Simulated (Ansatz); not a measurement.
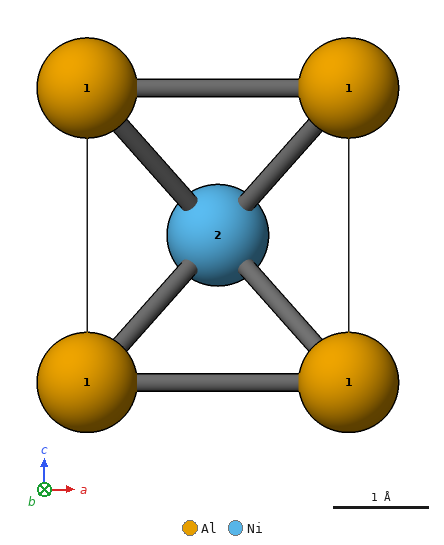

This is the input geometry for a relaxation of solid AlNi (set up in Cmmm). A ball-and-stick model of the cell of the calculation, seen along the b axis.

These are results of DFT LDA, scalar-relativistic, plane waves, PAW in Ansatz, not measurements.

The input:
```yaml
crystal:
  lattice:
    - [1.938694, -1.95319015, 0.0]
    - [1.938694, 1.95319015, 0.0]
    - [0.0, 0.0, 3.0994300413]
  atoms:
    - { symbol: Al, position: [0.0, 0.0, 0.0] }
    - { symbol: Ni, position: [0.5, 0.5, 0.5] }
basis:
  ecutwfc: 420
kpoints:
  mp_grid: { grid: [16, 16, 14] }
hamiltonian:
  xc: lda
scf:
  occupations: { method: gaussian, width: 0.1 }
output:
  forces: true
  stress: true
  eigenvalues: true
relax:
  adjacent_minimum: "off"
  f_tol: 0.005
  max_steps: 80
  cell: { stress_tol: 0.05 }
```

Command:
```bash
ansatz run input.yaml --threads 1 --pin off --max-ram 3072MiB --backend cpu --events-out ev --progress --plain --runs-dir out
```

What does the optimiser find from here?

Answer. No atom moves by more than 0.005 Å relative to the cell. Cell: a = b 2.752 → 2.829 Å (+2.8 %), c 3.099 → 2.840 Å (−8.4 %), γ 90.4° → 90.0°. Volume −3.2 %. Near-neighbour distances that change, for instance: Al1–Al1 2.752 → 2.829 Å, Ni2–Ni2 2.752 → 2.829 Å, Al1–Ni2 2.493 → 2.453 Å. Within 0.06 Å the space group is P4/mmm at the start and Pm-3m at the end; at a tighter tolerance small leftover displacements or strains of the cell lower it. Over 6 accepted moves (8 points after the start) the energy falls by 28.6 meV per atom. All forces vanish by symmetry, so only the cell relaxes. Pressure: −5.09 GPa at the start and 0.00 GPa at the end. At 2 points the geometry stayed and the basis and grid were re-selected for the new cell (energy shift of 0.1 meV per atom at most each time). Cost: 110 s on 1 thread of Arm Neoverse V2, with other jobs on the host, peak memory 0.47 GiB.

The end point in the same view:

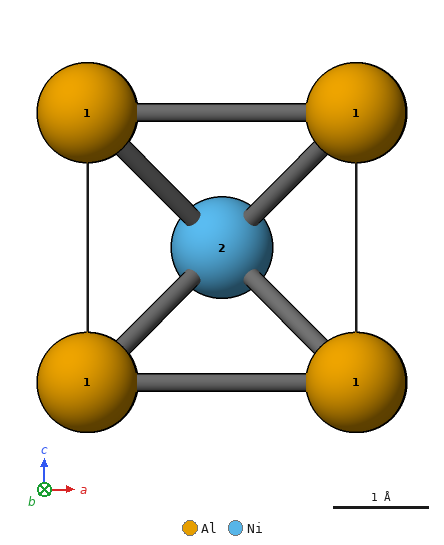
